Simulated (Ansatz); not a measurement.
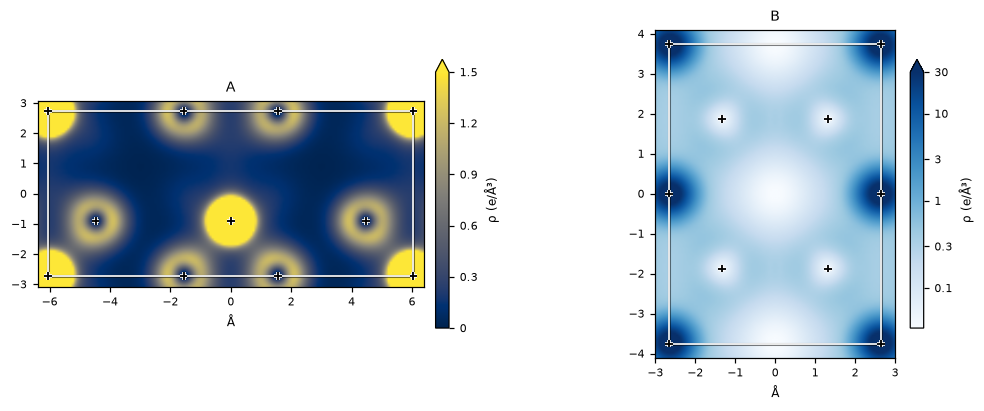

The valence pseudo-density of 2 systems, each on a plane through atoms (crosses mark nuclei in the plane).

Method: DFT PBE+D3(BJ), scalar-relativistic, plane waves, PAW (Ansatz).

System 1: CoSi₂, the (110) plane of the conventional cell. Space group Fm-3m; computed without spin polarisation.

System 2: MoS₂, the (110) plane of the conventional cell. Space group P6₃/mmc; computed without spin polarisation.

Match each panel to its system.

Answer. Panel A is system 2, MoS₂: the plane holds Mo and S. Mo–S (2.40 Å): ρ at the midpoint is about 0.61 e/Å³. Panel B is system 1, CoSi₂: the plane holds Co and Si. Co–Si (2.30 Å): the density is about 0.51 e/Å³ at the midpoint.
